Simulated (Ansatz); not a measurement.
Geometry relaxation of P (part 2 of 2)

The same run, continued: P (slab, 16 atoms in the cell); DFT PBE+D3(BJ), scalar-relativistic, plane waves, PAW, no spin polarisation (Ansatz 0.2.0); cutoff 420 eV, 10×8×1 k-mesh, Gaussian smearing of 0.01 eV. The structure derives from an entry of the Crystallography Open Database.

### Output, continued
```
  k-point 2: bands = ["-20.0569", "-19.9460", "-19.8213", "-19.7756", "-18.0521", "-17.8917", "-17.7445", "-17.7056", "-14.4911", "-14.3612", "-14.1856", "-14.0824", "-12.4522", "-12.1713", "-11.9038", "-11.8288", "-10.2338", "-9.8212", "-9.2190", "-8.5782", "-8.4642", "-8.3737", "-8.3378", "-8.2672", "-8.2389", "-8.1298", "-7.9907", "-7.9888", "-7.1811", "-7.1417", "-7.0263", "-6.9115", "-6.8898", "-6.6533", "-6.0288", "-5.5545", "-5.4496", "-5.4072", "-5.2729", "-5.1809", "-3.8008", "-3.3764", "-3.1553", "-3.0501", "-2.9696", "-2.9238", "-2.8861", "-2.8450", "-2.8207", "-2.6929", "-2.2160", "-2.0301", "-1.9880", "-1.8731", "-1.8667", "-1.8085"]
  k-point 29: bands = ["-16.9211", "-16.9211", "-16.9211", "-16.9211", "-16.8246", "-16.8246", "-16.8246", "-16.8246", "-14.8726", "-14.8726", "-14.8726", "-14.8726", "-14.7454", "-14.7454", "-14.7454", "-14.7454", "-10.6152", "-10.6152", "-10.6152", "-10.6152", "-10.3303", "-10.3303", "-10.3303", "-10.3303", "-9.9832", "-9.9832", "-9.9832", "-9.9832", "-9.7490", "-9.7490", "-9.7490", "-9.7490", "-6.7853", "-6.7853", "-6.7853", "-6.7853", "-6.5130", "-6.5130", "-6.5130", "-6.5130", "-2.7157", "-2.7157", "-2.7157", "-2.7157", "-2.3293", "-2.3293", "-2.3293", "-2.3293", "-0.0439", "-0.0439", "-0.0439", "-0.0439", "0.0587", "0.0587", "0.0587", "0.0587"]
--- Relaxed structure (1 steps of the walk, 1 accepted, 1 SCFs on fresh bases) ---
  F+E_penalty+E_count = -12096.05395112 eV   max|allowed force component| = 2.369e-4 eV/Å   (the final SCF, on the basis selected at the relaxed cell)
  cell:  # Å, volume = 853.5083 Å³
    - [3.3134352719, 0.0, 0.0]
    - [0.0, 4.228241989, 0.0]
    - [0.0, 0.0, 60.9213367965]
  atoms:
    - { symbol: P, position: [0.0, 0.5751652373, 0.3566733704] }
    - { symbol: P, position: [0.49999999999999994, 0.9248347627, 0.3566733704] }
    - { symbol: P, position: [0.49999999999999994, 0.0741597182, 0.3921036611] }
    - { symbol: P, position: [0.0, 0.4258402818, 0.3921036611] }
    - { symbol: P, position: [0.49999999999999994, 0.5744581796, 0.4403257834] }
    - { symbol: P, position: [0.0, 0.9255418204, 0.4403257834] }
    - { symbol: P, position: [0.0, 0.0743259691, 0.4758665402] }
    - { symbol: P, position: [0.49999999999999994, 0.4256740309, 0.4758665402] }
    - { symbol: P, position: [0.0, 0.5743259691, 0.5241334598] }
    - { symbol: P, position: [0.49999999999999994, 0.9256740309, 0.5241334598] }
    - { symbol: P, position: [0.49999999999999994, 0.07445817959999998, 0.5596742166] }
    - { symbol: P, position: [0.0, 0.4255418204, 0.5596742166] }
    - { symbol: P, position: [0.49999999999999994, 0.5741597182, 0.6078963389000002] }
    - { symbol: P, position: [0.0, 0.9258402818, 0.6078963389000002] }
    - { symbol: P, position: [0.0, 0.0751652373, 0.6433266296] }
    - { symbol: P, position: [0.49999999999999994, 0.4248347627, 0.6433266296] }
```

### Trajectory as extended XYZ (Å, eV, eV/Å), 2 frames, from step=1 to step=2
```
16
Lattice="3.3134 0.0000 0.0000 0.0000 4.2282 0.0000 0.0000 0.0000 60.9213" Properties=species:S:1:pos:R:3:forces:R:3 step=1 energy=-12096.05395
P     0.0000    2.4319   21.7290    0.0000   0.0002   0.0001
P     1.6567    3.9104   21.7290    0.0000  -0.0002   0.0001
P     1.6567    0.3136   23.8875    0.0000  -0.0002  -0.0001
P     0.0000    1.8006   23.8875    0.0000   0.0002  -0.0001
P     1.6567    2.4289   26.8252    0.0000   0.0000   0.0000
P     0.0000    3.9134   26.8252    0.0000   0.0000   0.0000
P     0.0000    0.3143   28.9904    0.0000  -0.0002  -0.0001
P     1.6567    1.7999   28.9904    0.0000   0.0002  -0.0001
P     0.0000    2.4284   31.9309    0.0000  -0.0002   0.0001
P     1.6567    3.9140   31.9309    0.0000   0.0002   0.0001
P     1.6567    0.3148   34.0961    0.0000   0.0000   0.0000
P     0.0000    1.7993   34.0961    0.0000   0.0000   0.0000
P     1.6567    2.4277   37.0339    0.0000  -0.0002   0.0001
P     0.0000    3.9147   37.0339    0.0000   0.0002   0.0001
P     0.0000    0.3178   39.1923    0.0000   0.0002  -0.0001
P     1.6567    1.7963   39.1923    0.0000  -0.0002  -0.0001
16
Lattice="3.3134 0.0000 0.0000 0.0000 4.2282 0.0000 0.0000 0.0000 60.9213" Properties=species:S:1:pos:R:3:forces:R:3 step=2 energy=-12096.05395
P     0.0000    2.4319   21.7290    0.0000   0.0002   0.0001
P     1.6567    3.9104   21.7290    0.0000  -0.0002   0.0001
P     1.6567    0.3136   23.8875    0.0000  -0.0002  -0.0001
P     0.0000    1.8006   23.8875    0.0000   0.0002  -0.0001
P     1.6567    2.4289   26.8252    0.0000   0.0000   0.0000
P     0.0000    3.9134   26.8252    0.0000   0.0000   0.0000
P     0.0000    0.3143   28.9904    0.0000  -0.0002  -0.0001
P     1.6567    1.7999   28.9904    0.0000   0.0002  -0.0001
P     0.0000    2.4284   31.9309    0.0000  -0.0002   0.0001
P     1.6567    3.9140   31.9309    0.0000   0.0002   0.0001
P     1.6567    0.3148   34.0961    0.0000   0.0000   0.0000
P     0.0000    1.7993   34.0961    0.0000   0.0000   0.0000
P     1.6567    2.4277   37.0339    0.0000  -0.0002   0.0001
P     0.0000    3.9147   37.0339    0.0000   0.0002   0.0001
P     0.0000    0.3178   39.1923    0.0000   0.0002  -0.0001
P     1.6567    1.7963   39.1923    0.0000  -0.0002  -0.0001
```

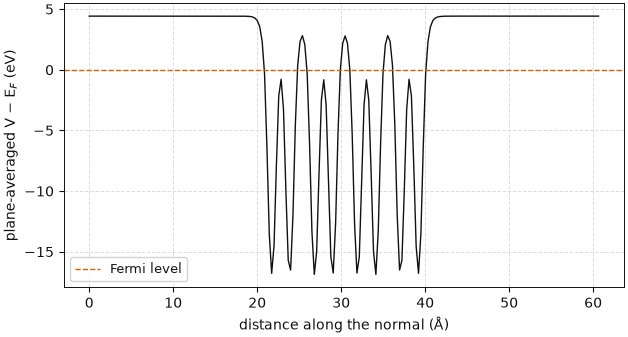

Plane average of the electrostatic potential energy of an electron across the cell, from the Fermi level. The vacuum level lies 4.42 eV above the Fermi level.

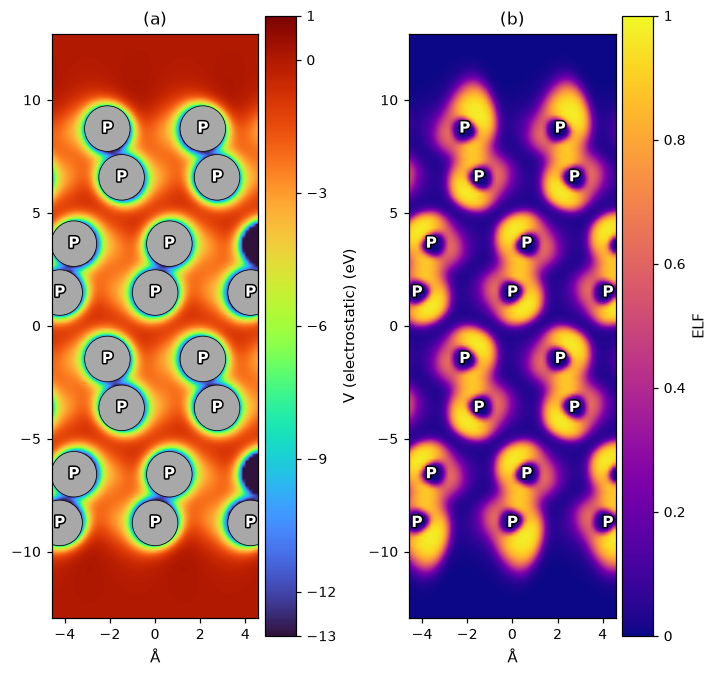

(a) electrostatic potential energy of an electron; (b) ELF on the (100) plane of the calculation cell, a cut from vacuum to vacuum. Grey discs, where drawn, cover atomic cores. Atoms in the plane: P. P–P (2.25 Å): the ELF peaks at about 0.90 between the atoms, which marks a shared electron pair. In a PAW calculation such maps are meaningful between the atoms, not at the nuclei.

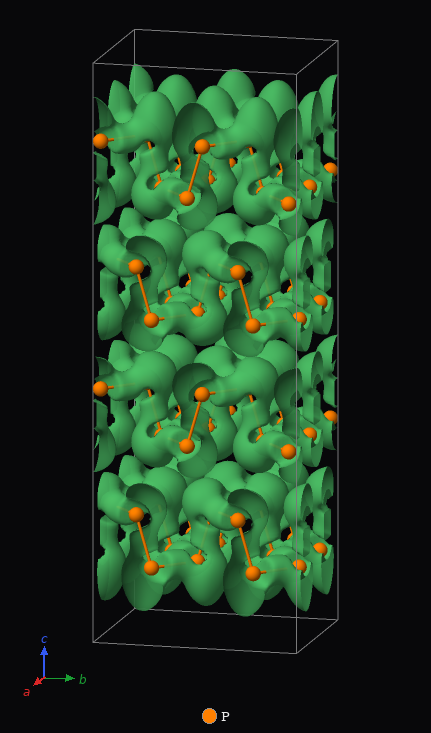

Isosurface of the ELF at 0.7 (green), seen slightly off an axis. Only the valence region is drawn (cores and ρ < 0.01 e/Å³ removed). Sticks mark near contacts. Values along the shortest contacts:

This output came from the following input.

### Input
```yaml
crystal:
  lattice:
    - [3.3134352719, 0.0, 0.0]
    - [0.0, 4.228241989, 0.0]
    - [0.0, 0.0, 60.9213367965]
  atoms:
    - { symbol: P, position: [0.0, 0.5751652373, 0.3566733704] }
    - { symbol: P, position: [0.5, 0.9248347627, 0.3566733704] }
    - { symbol: P, position: [0.5, 0.0741597182, 0.3921036611] }
    - { symbol: P, position: [0.0, 0.4258402818, 0.3921036611] }
    - { symbol: P, position: [0.5, 0.5744581796, 0.4403257834] }
    - { symbol: P, position: [0.0, 0.9255418204, 0.4403257834] }
    - { symbol: P, position: [0.0, 0.0743259691, 0.4758665402] }
    - { symbol: P, position: [0.5, 0.4256740309, 0.4758665402] }
    - { symbol: P, position: [0.0, 0.5743259691, 0.5241334598] }
    - { symbol: P, position: [0.5, 0.9256740309, 0.5241334598] }
    - { symbol: P, position: [0.5, 0.0744581796, 0.5596742166] }
    - { symbol: P, position: [0.0, 0.4255418204, 0.5596742166] }
    - { symbol: P, position: [0.5, 0.5741597182, 0.6078963389] }
    - { symbol: P, position: [0.0, 0.9258402818, 0.6078963389] }
    - { symbol: P, position: [0.0, 0.0751652373, 0.6433266296] }
    - { symbol: P, position: [0.5, 0.4248347627, 0.6433266296] }
  periodic: [true, true, false]
basis:
  ecutwfc: 420
kpoints:
  mp_grid: { grid: [10, 8, 1] }
hamiltonian:
  xc: pbe
  dispersion: d3bj
scf:
  occupations: { method: gaussian, width: 0.01 }
output:
  forces: true
  stress: true
  eigenvalues: true
  write_density: true
  write_potential: true
  elf: true
  volumetric_format: npy
relax:
  adjacent_minimum: "off"
  f_tol: 0.0015
  max_steps: 50
  cell: { stress_2d_tol: 0.005 }
```

Command:
```bash
ansatz run input.yaml --threads 8 --pin off --max-ram 22528MiB --backend cpu --events-out ev --progress --plain --runs-dir out
```

### Key numbers

- outcome: converged
- electrons treated: 80
- free energy: −12096.0540 eV
- work function, top face: 4.42 eV
- work function, bottom face: 4.42 eV
- Fermi energy: −4.423 eV
- gap on the k-point mesh: 0.13 eV
- final volume: 853.51 Å³
- work function (upper face): 4.42 eV
- largest force (length of the vector) at the end: under 0.001 eV/Å
- hardware: 8 threads of Intel Xeon @ 2.50GHz (Skylake/Cascade Lake), 189 GiB of memory available, shared host
- wall time: 67 s (CPU time 8.2 min)
- peak memory: 3.2 GiB
